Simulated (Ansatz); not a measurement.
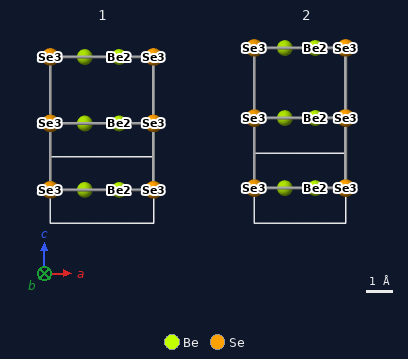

Two geometries of crystalline Be2Se (a generated structure, set up in P6/mmm) (coarse preliminary run), drawn at one scale. One is the start of a relaxation, the other its converged end. The picture is a ball-and-stick view of the cell of the calculation, repeated 1 × 1 × 3 with one cell outlined, seen along the b axis.

Method: DFT PBE, scalar-relativistic, plane waves, PAW (Ansatz 0.2.0). Settings: plane-wave cutoff 420 eV; k-point mesh 6 × 6 × 6; occupations gaussian; smearing width 0.1 eV; no spin polarisation; cell and atoms relaxed; force threshold 0.04 eV/Å; at most 70 steps.

Which geometry has the lower energy?

Structure 2 is the relaxed one. After 7 accepted moves (8 points after the start) the energy has fallen by 219 meV per atom. All forces vanish by symmetry, so only the cell relaxes. The pressure goes from −10.41 to 0.09 GPa. At 1 point the geometry stayed and the basis and grid were re-selected for the new cell (energy shift of 0.2 meV per atom at most each time). No atom moves by more than 0.005 Å relative to the cell. The volume changes by −17.4 %, with a = b 4.734 → 4.191 Å (−11.5 %), c 2.641 → 2.784 Å (+5.4 %). Among the contacts that change: Be–Se 2.733 → 2.420 Å, Se–Se 2.641 → 2.784 Å. The space group stays P6/mmm (No. 191).

Limits of the set-up: the k-point mesh is coarse for a cell with partly filled bands.
